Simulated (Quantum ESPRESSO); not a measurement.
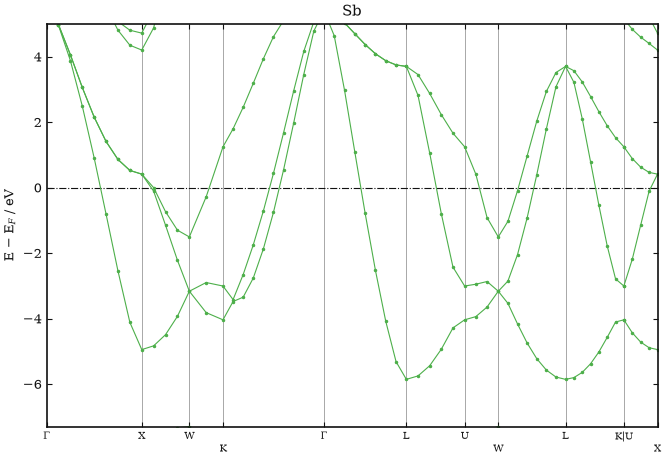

Band structure. Energies are counted from the Fermi level. The path has few k points, so lines between them are rough.

Question: What lattice type does the k path imply?

Answer: A face-centred cubic lattice: the path Γ–X–W–K–Γ–L–U–W–L–K|U–X runs through the special points of its Brillouin zone.

System: fcc Sb, space group Fm-3m, 1 atom in the primitive cell.

Space group Fm-3m (No. 225). a = 4.742 Å, b = 4.742 Å, c = 4.742 Å, α = 90.00°, β = 90.00°, γ = 90.00°
```csv
atom,site,symmetry,x,y,z
Sb,4a,m-3m,0.0000,0.0000,0.0000
```

Quantum ESPRESSO; PBEsol, GBRV 1.5 PBEsol, no spin polarisation, no spin-orbit coupling, 10×10×10 k mesh, 612 eV cutoff, Fermi-Dirac smearing of 0.05 eV.

Question: Metal, semiconductor or insulator?

Answer: A metal: bands cross the Fermi level along this path.

Spin-orbit coupling is left out, which matters for Sb. This isn't the form of Sb at room conditions, which is rhombohedral. Bands are joined in order of energy, so crossings between the computed points show as kinks or gaps.
